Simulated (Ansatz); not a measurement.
**Run report: Rh, geometry relaxation (part 1 of 2)**

- system: Rh (P6₃/mmc, 4 atoms in the cell)
- method: DFT PBEsol, scalar-relativistic, plane waves, PAW, no spin polarisation (Ansatz 0.2.0)

The structure derives from a Materials Project entry. It belongs to a series of runs on one base structure; here: relaxed at 30 GPa. Figures and captions count atoms from 1; the log counts them from 0 in places.

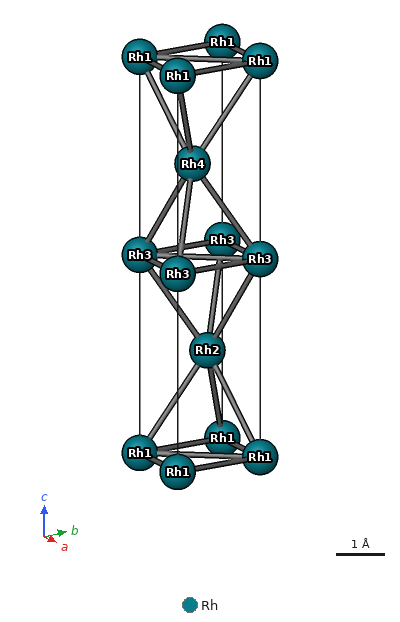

*The structure as given in the input (ball-and-stick view of the cell of the calculation, seen slightly off an axis; atoms are numbered from 1 in the order of the input). An atom can appear more than once, as a periodic image.*

Near neighbours in the periodic cell (some may lie outside the picture): Rh has 12 Rh at 2.60 Å.

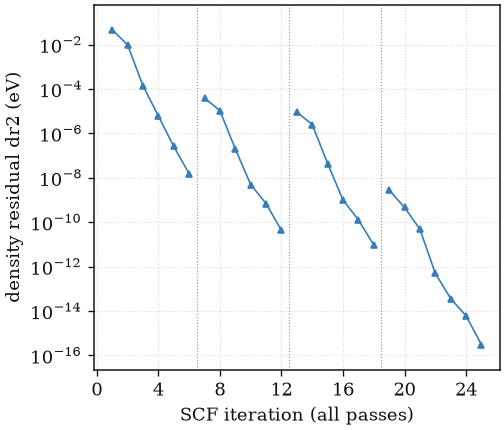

*Convergence of the self-consistent field: density residual dr2 against the SCF iteration. The dotted lines part the SCF passes of the relaxation: geometry steps, rejected trials and re-solves on a re-selected basis.*

The passes take 6, 6, 6 and 7 iterations.

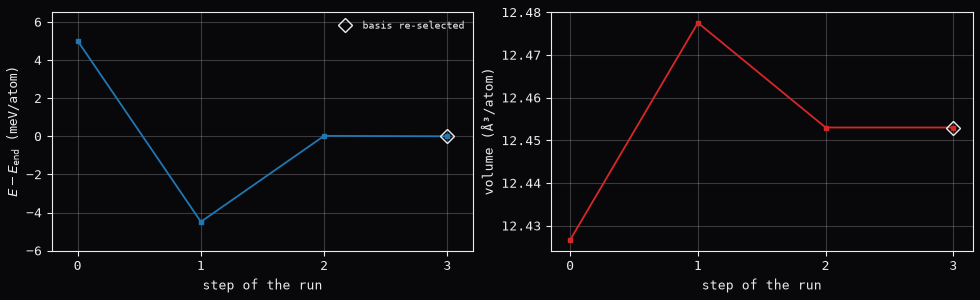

*Progress of the relaxation, step by step (the first geometry is step 0 here and step 1 in the log).*

No atom moves by more than 0.005 Å relative to the cell. The volume changes by +0.2 %, with a = b 2.601 → 2.603 Å (+0.1 %), c 8.485 → 8.492 Å (+0.1 %). The space group stays P6_3/mmc (No. 194). The energy falls by 5.0 meV per atom in 2 geometry steps. All forces vanish by symmetry, so only the cell relaxes. The pressure goes from 30.93 to 30.00 GPa. A last SCF at the same geometry on a re-selected plane-wave basis shifts the energy by next to nothing (0.0 meV per atom). (Atoms are counted from 1 in the order of the input.)

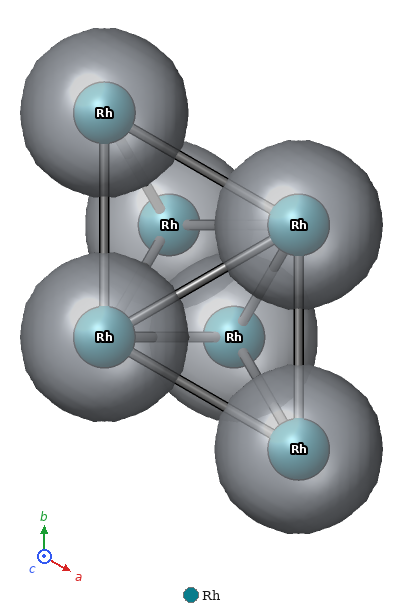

*Isosurface of the valence pseudo-density at 0.8 e/Å³ (grey), seen along the c axis. Sticks mark near contacts. The outline is the cell set on symmetry axes.*

At this value the density breaks into separate islands; it holds about 80 % of the electrons treated as valence (semicore included). It is pinched off along the Rh–Rh (2.60 Å) contacts. On the grid the lowest density along these lines, outside the cores, is 0.44 e/Å³ (Rh–Rh, 2.60 Å). The fields are those of the smooth PAW valence density.

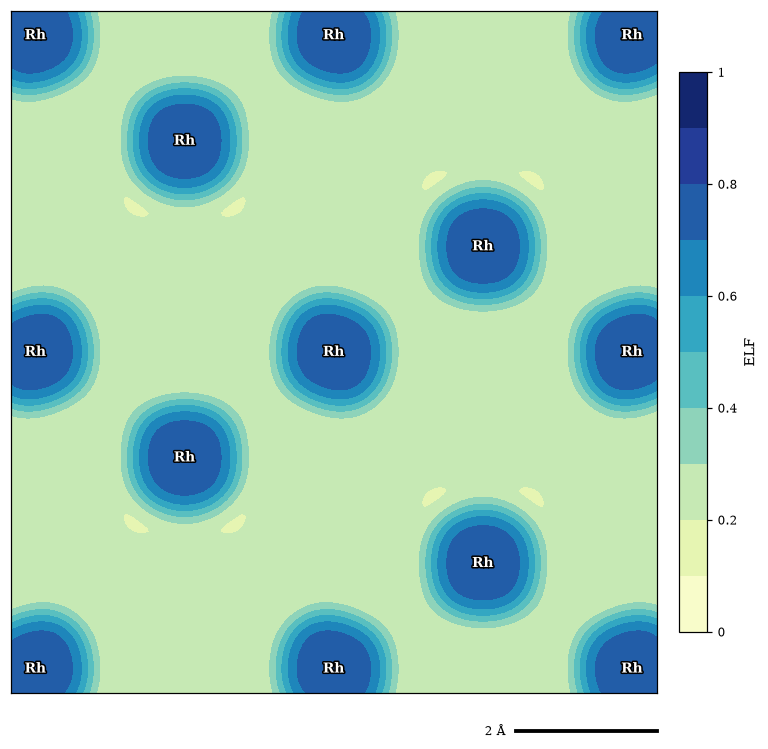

*Electron localisation function on the (110) plane of the conventional cell.*

Atoms in the plane: Rh. Rh–Rh (2.60 Å): the ELF is about 0.30 at the midpoint; no localised pair between them. The strong features right at Rh lie inside the PAW spheres (semicore, d or f shells) and say nothing about bonding.

The input and output of the run follow.

**Input**
```yaml
crystal:
  lattice:
    - [2.6008688292, 0.0, 0.0]
    - [-1.3004344146, 2.252418478, 0.0]
    - [0.0, 0.0, 8.4849226367]
  atoms:
    - { symbol: Rh, position: [0.0, 0.0, 0.0] }
    - { symbol: Rh, position: [0.3333333333, 0.6666666667, 0.25] }
    - { symbol: Rh, position: [0.0, 0.0, 0.5] }
    - { symbol: Rh, position: [0.6666666667, 0.3333333333, 0.75] }
basis:
  ecutwfc: 420
kpoints:
  mp_grid: { grid: [18, 18, 6] }
hamiltonian:
  xc: pbesol
scf:
  occupations: { method: gaussian, width: 0.1 }
output:
  forces: true
  stress: true
  eigenvalues: true
  write_density: true
  write_potential: true
  elf: true
  volumetric_format: npy
relax:
  adjacent_minimum: "off"
  f_tol: 0.008
  max_steps: 50
  cell: { stress_tol: 0.08, p_target: 30.0 }
```

Run as:
```bash
ansatz run input.yaml --threads 1 --pin off --max-ram 2560MiB --backend cpu --events-out ev --progress --plain --runs-dir out
```

**The program's output**
```
Engine: ansatz 0.2.0, x86_64-unknown-linux-gnu
Pseudopotentials: kind: paw
Pseudopotential: Rh, paw, valence charge 17, recommended cutoff 420 eV (normal), Rh.paw.azcp
Functional definition: PBEsol
  exchange = pbesol_x
  correlation = pbesol_c
Crystal: 4 atoms, lattice volume = 49.707 Å³
Basis set: ecut = 420 eV, 1019 PW (Γ), exchange–correlation on 36×36×120 points (8 copies of the dense FFT grid, shifted against one another)
Bands: 41, of which v1, the nominal top of the filled ones, is band 34 counted from 1 (33 counted from 0)
Symmetry: 24 space group operations
Space group: P63/mmc (ITA 194), of the structure as read, at distance tolerance 3.7e-5 Å
k-points: 148 of 1944
Non-local potential: Rh, projectors of the file, l = 0: 3, l = 1: 2, l = 2: 2, l = 3: 1
PAW form: soft (Blöchl's): semilocal exchange-correlation on the pseudo side does not see the compensation charge
PAW frozen core: Rh, regenerated for the run's functional, and the local potential with it (the file was generated under x = pbe(κ = 0.804, μ = 0.2195149727645171), c = pbe(β = 0.06672455060314922))
PAW one-centre angular grid: Rh, 590 points (default); XC on 64 Gauss nodes
Initial density: superposition of atomic densities (neutral atoms: chi_scale 0, normalization atom), corrected by the library's trained network
Initial wavefunctions: pseudopotential atomic-orbital guess
Functional: x = pbesol(κ = 0.804, μ = 0.12345679012345678), c = pbesol(β = 0.046)
SCF iter   1: F=—  HF=-25354.537466 eV  |F-HF|=—  |Δ(HF+E_count)|=         —  Δρ=1.20e-2  dr2=4.69e-2  ethr=1.77e-3  ⟨swp⟩=5.9  Hψ=21276  notcnv=0  defer=12
preconditioner: auto → Kerker (q_TF=auto, 2.875 Å⁻¹)  [metal: Δε(μ)=0.006 eV  Ē_g=7.416 eV  σ=0.100 eV  W_gap=0.04  n_scr=12 (ndim 8)  ℏωp=31.6 eV  f_vac=0.000  D(μ)=4.96/eV (n_scr^D=64)]
SCF iter   2: F=—  HF=-25354.529435 eV  |F-HF|=—  |Δ(HF+E_count)|=   8.03e-3  Δρ=5.69e-3  dr2=9.71e-3  ethr=6.89e-5  ⟨swp⟩=2.3  Hψ=10013  notcnv=0  defer=23
SCF iter   3: F=—  HF=-25354.527015 eV  |F-HF|=—  |Δ(HF+E_count)|=   2.42e-3  Δρ=9.38e-4  dr2=1.40e-4  ethr=1.43e-5  ⟨swp⟩=2.0  Hψ=8533  notcnv=0  defer=23
SCF iter   4: F=—  HF=-25354.527070 eV  |F-HF|=—  |Δ(HF+E_count)|=   5.51e-5  Δρ=1.46e-4  dr2=6.08e-6  ethr=2.05e-7  ⟨swp⟩=2.7  Hψ=10313  notcnv=0  defer=23
SCF iter   5: F=—  HF=-25354.527092 eV  |F-HF|=—  |Δ(HF+E_count)|=   2.25e-5  Δρ=2.98e-5  dr2=2.60e-7  ethr=8.95e-9  ⟨swp⟩=2.9  Hψ=11023  notcnv=0  defer=23
SCF iter   6: F=-25354.527092 eV  HF=-25354.527092 eV  |F-HF|=7.50e-9  |Δ(HF+E_count)|=   1.64e-8  Δρ=5.62e-6  dr2=1.52e-8  ethr=1.47e-10  ⟨swp⟩=10.4  Hψ=36946  notcnv=0
SCF 1 converged in 6 iterations: F = -25354.527092 eV  dr2 = 1.52e-8
  greatest PAW one-centre occupation: 1.000 electrons in one spin orbital (limit 2), on the Rh atom at site 2 (counted from 0), in its partial waves of l = 0
relax step   1: F+E_penalty+E_count = -25354.52709233 eV  Δ(F+E_penalty+E_count) = +0.000e0 eV  max|allowed force component| = 1.388e-17 eV/Å  Δτ_max = 0.0000 Å  P = +30.929 GPa  Ω = 49.707 Å³  (6 SCF iters, dr2 threshold 1.00e-7 eV, accepted)
Crystal: 4 atoms, lattice volume = 49.910 Å³
Initial density: handed on by an earlier stage of this run
Initial wavefunctions: those handed on with the density
iter 1 solved again at ethr=5.67e-8 eV; its pass at ethr=3.10e-3 eV (dr2=3.85e-5 eV) is discarded
SCF iter   1: F=—  HF=-25354.565049 eV  |F-HF|=—  |Δ(HF+E_count)|=         —  Δρ=3.36e-4  dr2=3.92e-5  ethr=5.67e-8  ⟨swp⟩=2.0  Hψ=25259  notcnv=0
preconditioner: auto → Kerker (q_TF=auto, 2.873 Å⁻¹)  [metal: Δε(μ)=0.010 eV  Ē_g=7.367 eV  σ=0.100 eV  W_gap=0.06  n_scr=12 (ndim 8)  ℏωp=31.5 eV  f_vac=0.000  D(μ)=5.05/eV (n_scr^D=64)]
SCF iter   2: F=—  HF=-25354.565067 eV  |F-HF|=—  |Δ(HF+E_count)|=   1.82e-5  Δρ=1.88e-4  dr2=1.07e-5  ethr=5.67e-8  ⟨swp⟩=1.0  Hψ=6068  notcnv=0
iter 3 did not close the SCF: its close was put off for the readings that it lacked (scf_convergence_deferred on its scf_iter line)
SCF iter   3: F=-25354.565066 eV  HF=-25354.565066 eV  |F-HF|=2.70e-8  |Δ(HF+E_count)|=   1.12e-6  Δρ=2.95e-5  dr2=1.99e-7  ethr=1.57e-8  ⟨swp⟩=2.1  Hψ=8321  notcnv=0
iter 4 did not close the SCF: its close was put off for the readings that it lacked (scf_convergence_deferred on its scf_iter line)
SCF iter   4: F=-25354.565066 eV  HF=-25354.565066 eV  |F-HF|=2.00e-10  |Δ(HF+E_count)|=   2.06e-8  Δρ=3.98e-6  dr2=4.98e-9  ethr=2.92e-10  ⟨swp⟩=2.2  Hψ=9133  notcnv=0
iter 5 did not close the SCF: its close was put off for the readings that it lacked (scf_convergence_deferred on its scf_iter line)
SCF iter   5: F=-25354.565066 eV  HF=-25354.565066 eV  |F-HF|=3.53e-10  |Δ(HF+E_count)|=   1.26e-9  Δρ=1.27e-6  dr2=6.90e-10  ethr=7.32e-12  ⟨swp⟩=2.1  Hψ=7603  notcnv=0
SCF iter   6: F=-25354.565066 eV  HF=-25354.565066 eV  |F-HF|=2.18e-11  |Δ(HF+E_count)|=  1.27e-10  Δρ=3.55e-7  dr2=4.28e-11  ethr=1.01e-12  ⟨swp⟩=4.4  Hψ=30334  notcnv=0
SCF 2 converged in 6 iterations: F = -25354.565066 eV  dr2 = 4.28e-11
relax step   2: F+E_penalty+E_count = -25354.56506571 eV  Δ(F+E_penalty+E_count) = -3.797e-2 eV  max|allowed force component| = 7.864e-17 eV/Å  Δτ_max = 0.0000 Å  P = +29.137 GPa  Ω = 49.910 Å³  energy of the carried Pulay correction = -1.483e-4 eV  (6 SCF iters, dr2 threshold 4.00e-7 eV, accepted)
Crystal: 4 atoms, lattice volume = 49.812 Å³
iter 1 solved again at ethr=1.43e-8 eV; its pass at ethr=3.10e-3 eV (dr2=9.73e-6 eV) is discarded
```
